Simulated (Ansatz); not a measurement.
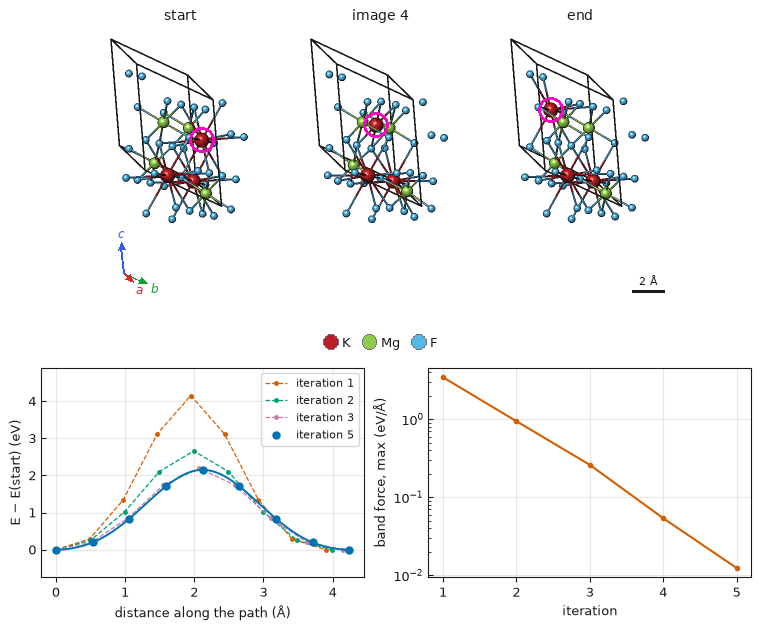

A search for the minimum-energy path of a defect cell of composition K₃Mg₄F₁₂ (cell charge −1) with a K vacancy (19 atoms in the cell) by the nudged elastic band. Images are numbered from 0 (start) to 8 (end). The plot follows the band through its iterations. The picture is a ball-and-stick view of the simulation cell (origin moved), seen slightly off an axis. The moving atom is ringed, with any periodic copies. Bonds to atoms that aren't drawn are left out.

Method: DFT PBEsol, scalar-relativistic, plane waves, PAW (Ansatz 0.2.0). Set-up: plane-wave cutoff 420 eV; k-point mesh 4 × 4 × 4; Gaussian smearing 0.05 eV; 7 movable images; climbing image; force threshold 0.05 eV/Å; iteration limit 60.

**Did the band converge, and can the barrier be trusted?**

The run is converged, with reservations. The band converged in 5 iterations. The largest component of the band force went from 3.5 to 0.012 eV/Å. The climbing image converged on the top of the path. Its curvatures weren't checked. The first iteration put the highest image at 4.15 eV. The barrier is about 2.15 eV in both directions, with image 4 at the top; the ends have the same energy.

Limits of the set-up: the periodic images lie only 6.9 Å apart, so the values are limited by the cell's size; the cell is charged, on a uniform background, and energies carry no finite-size correction.

Cost: 5.7 min on 4 threads of Intel(R) Xeon(R) 6975P-C (Granite Rapids), on a shared host, peak memory 4 GiB.
